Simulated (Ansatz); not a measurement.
Input

```
crystal:
  lattice:
    - [3.4619645576, 0.0, 0.0]
    - [0.0, 3.5326168955, 0.0]
    - [0.0, 0.0, 3.5326168955]
  atoms:
    - { symbol: Ni, position: [0.5, 0.0, 0.5] }
    - { symbol: Ni, position: [0.0, 0.5, 0.5] }
    - { symbol: Ni, position: [0.5, 0.5, 0.0] }
    - { symbol: Ge, position: [0.0, 0.0, 0.0] }
basis:
  ecutwfc: 500
kpoints:
  mp_grid: { grid: [14, 14, 14] }
hamiltonian:
  xc: r2scan
scf:
  occupations: { method: gaussian, width: 0.15 }
output:
  forces: true
  stress: true
  eigenvalues: true
  write_density: true
  write_potential: true
  elf: true
  volumetric_format: npy
```

Launched as:

```sh
ansatz run input.yaml --threads 1 --pin off --max-ram 2560MiB --backend cpu --events-out ev --progress --plain --runs-dir out
```

Below, planes, directions and counts refer to the conventional cell (a = 3.53 Å, b = 3.53 Å, c = 3.46 Å, α = 90.00°, β = 90.00°, γ = 90.00°).

Space group P4/mmm; a structure from a database of computed crystals, not necessarily the ambient phase; changed on purpose from its base cell (strain -0.0200 x Voigt [1, 0, 0, 0, 0, 0], atoms carried along); computed pressure about 5 GPa in this cell; computed without spin polarisation.

Method: Ansatz, DFT r2SCAN, scalar-relativistic, plane waves, PAW.

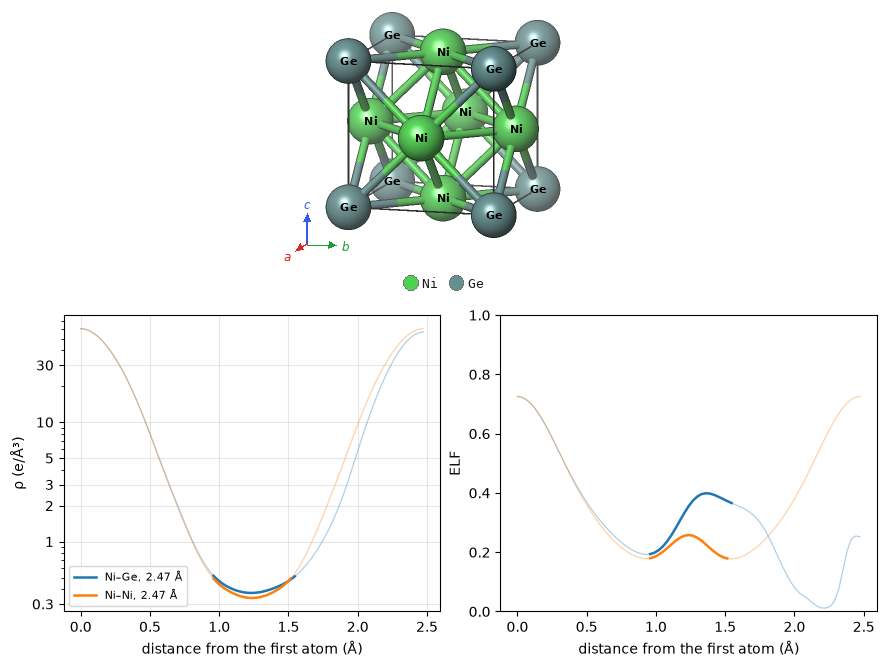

Ni$_{3}$Ge. Valence electron density and ELF along straight lines between neighbouring atoms. Thin, pale parts lie inside the atomic spheres. The structure is drawn too.

In a PAW calculation such maps are meaningful between the atoms, not at the nuclei.

> What can be read from the curves?

Ni–Ge (2.47 Å): ρ is about 0.37 e/Å³ halfway; the ELF is about 0.35 at the midpoint.
Ni–Ni (2.47 Å): ρ is about 0.34 e/Å³ halfway; the ELF is about 0.25 at the midpoint: no shared electron pair shows on this line.
